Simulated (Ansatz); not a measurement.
# Geometry relaxation of Al3GaN4 (part 1 of 2)

The run: geometry relaxation of Al3GaN4 (P-43m, 8 atoms in the cell). Method and program: DFT LDA, scalar-relativistic, plane waves, PAW, no spin polarisation (Ansatz 0.2.0).

The structure derives from a Materials Project entry. Figures and captions count atoms from 1; the log counts them from 0 in places.

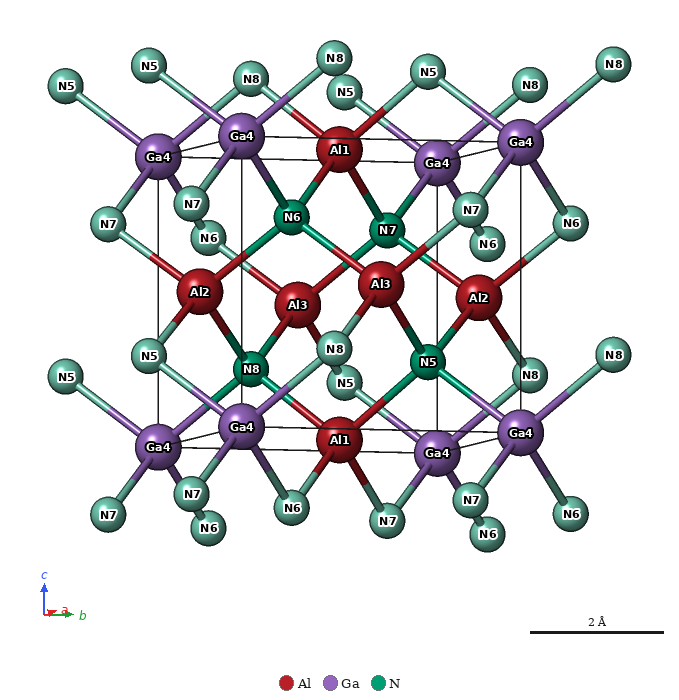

The starting structure (ball-and-stick view of the cell of the calculation, seen at an oblique angle; neighbours outside the cell are drawn fainter; atoms are numbered from 1 in the order of the input). An atom can appear more than once, as a periodic image.

Results in brief

| quantity | value |
| --- | --- |
| outcome | converged |
| space group (tolerance 0.01 Å) | P-43m (215) |
| electrons treated | 42 |
| free energy | −6751.5170 eV |
| Fermi energy | 9.292 eV |
| gap on the k-point mesh | 3.38 eV |
| pressure | 0.00 GPa |
| final volume | 83.47 Å³ |
| largest force (length of the vector) at the end | under 0.001 eV/Å |
| final cell | a = 4.370 Å, b = 4.370 Å, c = 4.370 Å, α = 90.00°, β = 90.00°, γ = 90.00° |
| hardware | 4 threads of Oxide Virtual Turin-like (Zen 5), 32 GiB of memory available, shared host |
| wall time | 10 s (CPU time 32 s) |
| peak memory | 0.44 GiB |

Input
```yaml
crystal:
  lattice:
    - [4.40143853, 0.0, 0.0]
    - [0.0, 4.40143853, 0.0]
    - [0.0, 0.0, 4.40143853]
  atoms:
    - { symbol: Al, position: [0.5, 0.5, 0.0] }
    - { symbol: Al, position: [0.5, 0.0, 0.5] }
    - { symbol: Al, position: [0.0, 0.5, 0.5] }
    - { symbol: Ga, position: [0.0, 0.0, 0.0] }
    - { symbol: "N", position: [0.74416343, 0.74416343, 0.25583657] }
    - { symbol: "N", position: [0.74416343, 0.25583657, 0.74416343] }
    - { symbol: "N", position: [0.25583657, 0.74416343, 0.74416343] }
    - { symbol: "N", position: [0.25583657, 0.25583657, 0.25583657] }
basis:
  ecutwfc: 420
kpoints:
  mp_grid: { grid: [6, 6, 6] }
hamiltonian:
  xc: lda
scf:
  occupations: { method: gaussian, width: 0.02 }
output:
  forces: true
  stress: true
  eigenvalues: true
  write_density: true
  write_potential: true
  elf: true
  volumetric_format: npy
relax:
  adjacent_minimum: "off"
  f_tol: 0.005
  max_steps: 80
  cell: { stress_tol: 0.05 }
```

Command:
```bash
ansatz run input.yaml --threads 4 --pin off --max-ram 12288MiB --backend cpu --events-out ev --progress --plain --runs-dir out
```

Log
```
Engine: ansatz 0.2.0, x86_64-unknown-linux-gnu
Pseudopotentials: kind: paw
Pseudopotential: Al, paw, valence charge 3, recommended cutoff 420 eV (normal), Al.paw.azcp
Pseudopotential: Ga, paw, valence charge 13, recommended cutoff 420 eV (normal), Ga.paw.azcp
Pseudopotential: N, paw, valence charge 5, recommended cutoff 420 eV (normal), N.paw.azcp
Functional definition: SPW92
  exchange = slater_x
  correlation = pw_c
Crystal: 8 atoms, lattice volume = 85.268 Å³
Basis set: ecut = 420 eV, 1743 PW (Γ)
Bands: 29, of which v1, the nominal top of the filled ones, is band 21 counted from 1 (20 counted from 0)
Symmetry: 24 space group operations
Space group: P-43m (ITA 215), of the structure as read, at distance tolerance 4.4e-5 Å
k-points: 20 of 216 (time reversal used)
Non-local potential: Al, projectors of the file, l = 0: 2, l = 1: 2, l = 2: 1
Non-local potential: Ga, projectors of the file, l = 0: 2, l = 1: 2, l = 2: 3, l = 3: 1
Non-local potential: N, projectors of the file, l = 0: 2, l = 1: 2, l = 2: 1
PAW form: soft (Blöchl's): semilocal exchange-correlation on the pseudo side does not see the compensation charge
PAW frozen core: Al, regenerated for the run's functional, and the local potential with it (the file was generated under x = pbe(κ = 0.804, μ = 0.2195149727645171), c = pbe(β = 0.06672455060314922))
PAW frozen core: Ga, regenerated for the run's functional, and the local potential with it (the file was generated under x = pbe(κ = 0.804, μ = 0.2195149727645171), c = pbe(β = 0.06672455060314922))
PAW frozen core: N, regenerated for the run's functional, and the local potential with it (the file was generated under x = pbe(κ = 0.804, μ = 0.2195149727645171), c = pbe(β = 0.06672455060314922))
PAW one-centre angular grid: Al, 110 points (default); XC on 64 Gauss nodes
PAW one-centre angular grid: Ga, 590 points (default); XC on 64 Gauss nodes
PAW one-centre angular grid: N, 110 points (default); XC on 64 Gauss nodes
Initial density: superposition of atomic densities (neutral atoms: chi_scale 0, normalization atom), corrected by the library's trained network
Initial wavefunctions: pseudopotential atomic-orbital guess
Functional: x = slater, c = lda
SCF iter   1: F=—  HF=-6751.520160 eV  |F-HF|=—  |Δ(HF+E_count)|=         —  Δρ=1.03e-2  dr2=9.48e-2  ethr=1.77e-3  ⟨swp⟩=7.5  Hψ=2881  notcnv=0
preconditioner: auto → Resta (q_TF=auto, 2.425 Å⁻¹)  ε∞=4.2  [insulator: Δε(μ)=3.235 eV  Ē_g=14.620 eV  σ=0.020 eV  W_gap=1.00  n_scr=18 (ndim 8)  ℏωp=26.1 eV  f_vac=0.000  D(μ)=0.00/eV (n_scr^D=0)  ε∞_Penn≈4.2]
SCF iter   2: F=—  HF=-6751.493147 eV  |F-HF|=—  |Δ(HF+E_count)|=   2.70e-2  Δρ=3.25e-3  dr2=4.45e-3  ethr=2.26e-4  ⟨swp⟩=2.5  Hψ=1084  notcnv=0  defer=72
SCF iter   3: F=—  HF=-6751.491738 eV  |F-HF|=—  |Δ(HF+E_count)|=   1.41e-3  Δρ=1.44e-3  dr2=9.59e-4  ethr=1.06e-5  ⟨swp⟩=1.1  Hψ=510  notcnv=0  defer=72
SCF iter   4: F=—  HF=-6751.491375 eV  |F-HF|=—  |Δ(HF+E_count)|=   3.63e-4  Δρ=1.10e-4  dr2=5.56e-6  ethr=2.28e-6  ⟨swp⟩=2.5  Hψ=799  notcnv=0  defer=72
SCF iter   5: F=—  HF=-6751.491378 eV  |F-HF|=—  |Δ(HF+E_count)|=   2.46e-6  Δρ=2.33e-5  dr2=3.49e-7  ethr=1.32e-8  ⟨swp⟩=2.0  Hψ=889  notcnv=0  defer=72
SCF iter   6: F=-6751.491377 eV  HF=-6751.491377 eV  |F-HF|=6.86e-8  |Δ(HF+E_count)|=   3.45e-7  Δρ=1.00e-5  dr2=4.16e-8  ethr=2.38e-10  ⟨swp⟩=13.8  Hψ=4667  notcnv=0
SCF 1 converged in 6 iterations: F = -6751.491377 eV  dr2 = 4.16e-8
  Residual-converged pass: ⟨swp⟩=1.1  Hψ=664  notcnv=0  max |occ|·‖R‖ = 7.0e-9 eV (tolerance 1.0e-8 eV)  dr2=4.16e-8  dr2_onsite=5.64e-8  max |Δocc| = 0.0e0
  greatest PAW one-centre occupation: 0.996 electrons in one spin orbital (limit 2), on the Ga atom at site 3 (counted from 0), in its partial waves of l = 2
relax step   1: F+E_penalty+E_count = -6751.49137713 eV  Δ(F+E_penalty+E_count) = +0.000e0 eV  max|allowed force component| = 7.980e-2 eV/Å  Δτ_max = 0.0000 Å  P = -4.270 GPa  Ω = 85.268 Å³  (6 SCF iters, dr2 threshold 1.00e-7 eV, accepted)
Crystal: 8 atoms, lattice volume = 84.297 Å³
Basis set: ecut = 420 eV, 1647 PW (Γ)
Initial density: handed on by an earlier stage of this run
Initial wavefunctions: those handed on with the density
iter 1 solved again at ethr=1.62e-5 eV; its pass at ethr=3.10e-3 eV (dr2=6.79e-3 eV) is discarded
SCF iter   1: F=—  HF=-6751.517860 eV  |F-HF|=—  |Δ(HF+E_count)|=         —  Δρ=2.73e-3  dr2=6.94e-3  ethr=1.62e-5  ⟨swp⟩=1.4  Hψ=2632  notcnv=0
preconditioner: auto → Resta (q_TF=auto, 2.429 Å⁻¹)  ε∞=4.1  [insulator: Δε(μ)=3.415 eV  Ē_g=14.769 eV  σ=0.020 eV  W_gap=1.00  n_scr=18 (ndim 8)  ℏωp=26.2 eV  f_vac=0.000  D(μ)=0.00/eV (n_scr^D=0)  ε∞_Penn≈4.1]
SCF iter   2: F=—  HF=-6751.515782 eV  |F-HF|=—  |Δ(HF+E_count)|=   2.08e-3  Δρ=5.57e-4  dr2=2.22e-4  ethr=1.62e-5  ⟨swp⟩=2.0  Hψ=964  notcnv=0
SCF iter   3: F=—  HF=-6751.515714 eV  |F-HF|=—  |Δ(HF+E_count)|=   6.76e-5  Δρ=3.02e-4  dr2=6.41e-5  ethr=5.29e-7  ⟨swp⟩=1.0  Hψ=580  notcnv=0
SCF iter   4: F=-6751.515696 eV  HF=-6751.515696 eV  |F-HF|=5.07e-7  |Δ(HF+E_count)|=   1.80e-5  Δρ=3.51e-5  dr2=7.75e-7  ethr=1.90e-9  ⟨swp⟩=7.7  Hψ=4133  notcnv=0
SCF 2 converged in 4 iterations: F = -6751.515696 eV  dr2 = 7.75e-7
relax step   2: F+E_penalty+E_count = -6751.51569576 eV  Δ(F+E_penalty+E_count) = -2.432e-2 eV  max|allowed force component| = 2.829e-2 eV/Å  Δτ_max = 0.0037 Å  P = -1.959 GPa  Ω = 84.297 Å³  energy of the carried Pulay correction = +3.995e-3 eV  (4 SCF iters, dr2 threshold 8.00e-7 eV, accepted)
Crystal: 8 atoms, lattice volume = 83.495 Å³
iter 1 solved again at ethr=1.12e-5 eV; its pass at ethr=3.10e-3 eV (dr2=4.70e-3 eV) is discarded
SCF iter   1: F=—  HF=-6751.525533 eV  |F-HF|=—  |Δ(HF+E_count)|=         —  Δρ=2.27e-3  dr2=4.80e-3  ethr=1.12e-5  ⟨swp⟩=1.3  Hψ=2628  notcnv=0
preconditioner: auto → Resta (q_TF=auto, 2.433 Å⁻¹)  ε∞=4.1  [insulator: Δε(μ)=3.412 eV  Ē_g=14.840 eV  σ=0.020 eV  W_gap=1.00  n_scr=18 (ndim 8)  ℏωp=26.3 eV  f_vac=0.000  D(μ)=0.00/eV (n_scr^D=0)  ε∞_Penn≈4.1]
SCF iter   2: F=—  HF=-6751.524097 eV  |F-HF|=—  |Δ(HF+E_count)|=   1.44e-3  Δρ=4.73e-4  dr2=1.56e-4  ethr=1.12e-5  ⟨swp⟩=2.0  Hψ=950  notcnv=0
SCF iter   3: F=—  HF=-6751.524051 eV  |F-HF|=—  |Δ(HF+E_count)|=   4.64e-5  Δρ=2.59e-4  dr2=4.55e-5  ethr=3.71e-7  ⟨swp⟩=1.0  Hψ=580  notcnv=0
SCF iter   4: F=-6751.524039 eV  HF=-6751.524039 eV  |F-HF|=8.77e-8  |Δ(HF+E_count)|=   1.17e-5  Δρ=2.68e-5  dr2=4.65e-7  ethr=1.90e-9  ⟨swp⟩=7.5  Hψ=3923  notcnv=0
SCF 3 converged in 4 iterations: F = -6751.524039 eV  dr2 = 4.65e-7
relax step   3: F+E_penalty+E_count = -6751.52403921 eV  Δ(F+E_penalty+E_count) = -8.343e-3 eV  max|allowed force component| = 3.709e-3 eV/Å  Δτ_max = 0.0022 Å  P = +0.052 GPa  Ω = 83.495 Å³  energy of the carried Pulay correction = +7.334e-3 eV  (4 SCF iters, dr2 threshold 8.00e-7 eV, accepted)
Crystal: 8 atoms, lattice volume = 83.516 Å³
iter 1 solved again at ethr=1.12e-8 eV; its pass at ethr=3.10e-3 eV (dr2=4.69e-6 eV) is discarded
SCF iter   1: F=—  HF=-6751.523960 eV  |F-HF|=—  |Δ(HF+E_count)|=         —  Δρ=7.85e-5  dr2=4.83e-6  ethr=1.12e-8  ⟨swp⟩=1.2  Hψ=2472  notcnv=0
preconditioner: auto → Resta (q_TF=auto, 2.433 Å⁻¹)  ε∞=4.2  [insulator: Δε(μ)=3.379 eV  Ē_g=14.825 eV  σ=0.020 eV  W_gap=1.00  n_scr=18 (ndim 8)  ℏωp=26.3 eV  f_vac=0.000  D(μ)=0.00/eV (n_scr^D=0)  ε∞_Penn≈4.2]
SCF iter   2: F=—  HF=-6751.523958 eV  |F-HF|=—  |Δ(HF+E_count)|=   1.45e-6  Δρ=1.84e-5  dr2=2.87e-7  ethr=1.12e-8  ⟨swp⟩=2.0  Hψ=814  notcnv=0
SCF iter   3: F=—  HF=-6751.523958 eV  |F-HF|=—  |Δ(HF+E_count)|=   8.96e-8  Δρ=8.19e-6  dr2=5.09e-8  ethr=6.83e-10  ⟨swp⟩=2.7  Hψ=951  notcnv=0
SCF iter   4: F=-6751.523958 eV  HF=-6751.523958 eV  |F-HF|=6.76e-9  |Δ(HF+E_count)|=   9.65e-9  Δρ=2.88e-6  dr2=4.06e-9  ethr=1.62e-11  ⟨swp⟩=5.0  Hψ=3173  notcnv=0
SCF 4 converged in 4 iterations: F = -6751.523958 eV  dr2 = 4.06e-9
relax step   4: F+E_penalty+E_count = -6751.52395808 eV  Δ(F+E_penalty+E_count) = +8.113e-5 eV  max|allowed force component| = 3.542e-4 eV/Å  Δτ_max = 0.0002 Å  P = -0.003 GPa  Ω = 83.516 Å³  energy of the carried Pulay correction = +7.246e-3 eV  (4 SCF iters, dr2 threshold 6.80e-9 eV, accepted)
Initial wavefunctions: pseudopotential atomic-orbital guess (no wavefunctions were taken with the density)
iter 1 solved again at ethr=3.62e-8 eV; its pass at ethr=3.10e-3 eV (dr2=1.52e-5 eV) is discarded
SCF iter   1: F=—  HF=-6751.516843 eV  |F-HF|=—  |Δ(HF+E_count)|=         —  Δρ=1.53e-4  dr2=2.97e-6  ethr=3.62e-8  ⟨swp⟩=3.0  Hψ=4539  notcnv=0
preconditioner: auto → Resta (q_TF=auto, 2.433 Å⁻¹)  ε∞=4.2  [insulator: Δε(μ)=3.380 eV  Ē_g=14.825 eV  σ=0.020 eV  W_gap=1.00  n_scr=18 (ndim 8)  ℏωp=26.3 eV  f_vac=0.000  D(μ)=0.00/eV (n_scr^D=0)  ε∞_Penn≈4.2]
SCF iter   2: F=—  HF=-6751.516842 eV  |F-HF|=—  |Δ(HF+E_count)|=   1.13e-6  Δρ=7.56e-5  dr2=7.02e-7  ethr=7.07e-9  ⟨swp⟩=2.2  Hψ=849  notcnv=0
SCF iter   3: F=—  HF=-6751.516842 eV  |F-HF|=—  |Δ(HF+E_count)|=   2.83e-7  Δρ=1.95e-5  dr2=4.30e-8  ethr=1.67e-9  ⟨swp⟩=2.0  Hψ=983  notcnv=0
SCF iter   4: F=—  HF=-6751.516842 eV  |F-HF|=—  |Δ(HF+E_count)|=   9.47e-9  Δρ=2.21e-6  dr2=2.16e-9  ethr=1.02e-10  ⟨swp⟩=2.0  Hψ=995  notcnv=0
SCF iter   5: F=—  HF=-6751.516842 eV  |F-HF|=—  |Δ(HF+E_count)|=   2.16e-9  Δρ=5.33e-7  dr2=7.34e-11  ethr=1.00e-12  ⟨swp⟩=5.2  Hψ=2982  notcnv=0
SCF iter   6: F=-6751.516842 eV  HF=-6751.516842 eV  |F-HF|=9.09e-13  |Δ(HF+E_count)|=  1.15e-10  Δρ=1.16e-7  dr2=3.27e-12  ethr=1.00e-12  ⟨swp⟩=5.0  Hψ=2334  notcnv=0
SCF 5 converged in 6 iterations: F = -6751.516842 eV  dr2 = 3.27e-12
relax step   5: F+E_penalty+E_count = -6751.51684246 eV  Δ(F+E_penalty+E_count) = +7.116e-3 eV  max|allowed force component| = 6.243e-4 eV/Å  Δτ_max = 0.0000 Å  P = -0.127 GPa  Ω = 83.516 Å³  stress off target by 1.27e-1 GPa  SCF on the basis re-selected at this cell (its energy is not comparable with the rows above)  (6 SCF iters)
basis re-selected at this cell: Δ(F+E_penalty+E_count) = +7.116e-3 eV, ΔP = -0.124 GPa vs the last step (what re-selecting the basis moved, of the pressure what is left beyond the Pulay correction that the steps carried, after the strain that the cell walked since its last selection, with what the two solves' SCF thresholds leave and, on support functions, any second-order correction that the steps lacked; it is no measure of the basis error at this ecutwfc). This SCF's stress stands 1.27e-1 GPa from its target on what of the cell is left free (relax.cell.stress_tol is 5.00e-2 GPa) and its largest allowed force component is 6.24e-4 eV/Å (relax.f_tol is 5.00e-3 eV/Å): not within both, so this SCF does not close the relaxation
Crystal: 8 atoms, lattice volume = 83.466 Å³
iter 1 solved again at ethr=4.21e-8 eV; its pass at ethr=3.10e-3 eV (dr2=1.77e-5 eV) is discarded
SCF iter   1: F=—  HF=-6751.517078 eV  |F-HF|=—  |Δ(HF+E_count)|=         —  Δρ=1.39e-4  dr2=1.81e-5  ethr=4.21e-8  ⟨swp⟩=1.0  Hψ=2465  notcnv=0
preconditioner: auto → Resta (q_TF=auto, 2.433 Å⁻¹)  ε∞=4.2  [insulator: Δε(μ)=3.383 eV  Ē_g=14.830 eV  σ=0.020 eV  W_gap=1.00  n_scr=18 (ndim 8)  ℏωp=26.3 eV  f_vac=0.000  D(μ)=0.00/eV (n_scr^D=0)  ε∞_Penn≈4.2]
SCF iter   2: F=—  HF=-6751.517073 eV  |F-HF|=—  |Δ(HF+E_count)|=   5.46e-6  Δρ=3.05e-5  dr2=6.40e-7  ethr=4.21e-8  ⟨swp⟩=2.0  Hψ=812  notcnv=0
SCF iter   3: F=—  HF=-6751.517073 eV  |F-HF|=—  |Δ(HF+E_count)|=   2.29e-7  Δρ=1.59e-5  dr2=1.68e-7  ethr=9.67e-11  ⟨swp⟩=7.5  Hψ=3074  notcnv=0
SCF iter   4: F=-6751.517072 eV  HF=-6751.517072 eV  |F-HF|=7.03e-9  |Δ(HF+E_count)|=   4.73e-8  Δρ=2.57e-6  dr2=4.76e-9  ethr=9.67e-11  ⟨swp⟩=5.0  Hψ=3255  notcnv=0
SCF 6 converged in 4 iterations: F = -6751.517072 eV  dr2 = 4.76e-9
relax step   6: F+E_penalty+E_count = -6751.51707248 eV  Δ(F+E_penalty+E_count) = -2.300e-4 eV  max|allowed force component| = 4.833e-5 eV/Å  Δτ_max = 0.0001 Å  P = -0.002 GPa  Ω = 83.466 Å³  energy of the carried Pulay correction = +2.099e-4 eV  (4 SCF iters, dr2 threshold 4.06e-8 eV, accepted)
iter 1 solved again at ethr=3.94e-8 eV; its pass at ethr=3.10e-3 eV (dr2=1.65e-5 eV) is discarded
SCF iter   1: F=—  HF=-6751.517033 eV  |F-HF|=—  |Δ(HF+E_count)|=         —  Δρ=2.74e-6  dr2=4.70e-9  ethr=3.94e-8  ⟨swp⟩=3.0  Hψ=4537  notcnv=0
preconditioner: auto → Resta (q_TF=auto, 2.433 Å⁻¹)  ε∞=4.2  [insulator: Δε(μ)=3.381 eV  Ē_g=14.830 eV  σ=0.020 eV  W_gap=1.00  n_scr=18 (ndim 8)  ℏωp=26.3 eV  f_vac=0.000  D(μ)=0.00/eV (n_scr^D=0)  ε∞_Penn≈4.2]
SCF iter   2: F=—  HF=-6751.517032 eV  |F-HF|=—  |Δ(HF+E_count)|=   1.10e-6  Δρ=1.43e-6  dr2=1.27e-9  ethr=1.12e-11  ⟨swp⟩=2.0  Hψ=998  notcnv=0
SCF iter   3: F=—  HF=-6751.517032 eV  |F-HF|=—  |Δ(HF+E_count)|=  2.36e-11  Δρ=8.53e-7  dr2=5.10e-10  ethr=3.02e-12  ⟨swp⟩=2.0  Hψ=739  notcnv=0
SCF iter   4: F=—  HF=-6751.517032 eV  |F-HF|=—  |Δ(HF+E_count)|=  7.00e-11  Δρ=3.68e-7  dr2=9.10e-11  ethr=1.21e-12  ⟨swp⟩=1.0  Hψ=580  notcnv=0
SCF iter   5: F=-6751.517032 eV  HF=-6751.517032 eV  |F-HF|=9.09e-13  |Δ(HF+E_count)|=  1.09e-11  Δρ=7.35e-8  dr2=3.97e-12  ethr=1.00e-12  ⟨swp⟩=5.9  Hψ=2247  notcnv=0
SCF 7 converged in 5 iterations: F = -6751.517032 eV  dr2 = 3.97e-12
relax step   7: F+E_penalty+E_count = -6751.51703156 eV  Δ(F+E_penalty+E_count) = +4.092e-5 eV  max|allowed force component| = 3.425e-5 eV/Å  Δτ_max = 0.0000 Å  P = -0.003 GPa  Ω = 83.466 Å³  stress off target by 3.30e-3 GPa  SCF on the basis re-selected at this cell (its energy is not comparable with the rows above)  (5 SCF iters)
```

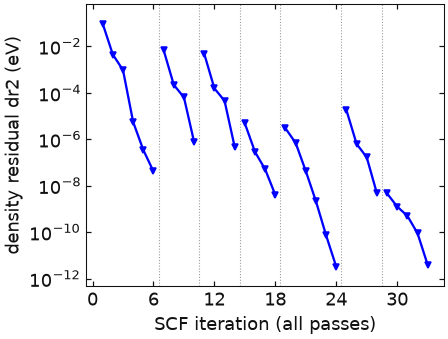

Convergence of the self-consistent field: density residual dr2 against the SCF iteration. The dotted lines part the SCF passes of the relaxation: geometry steps, rejected trials and re-solves on a re-selected basis. The 7 passes take 4 to 6 iterations each, 33 in all.

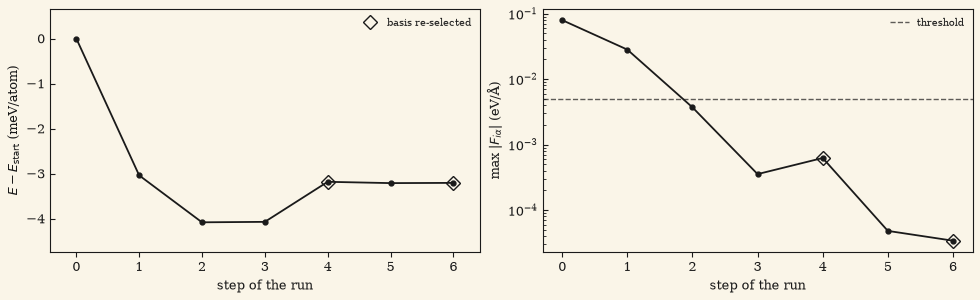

Progress of the relaxation, step by step (the first geometry is step 0 here and step 1 in the log).
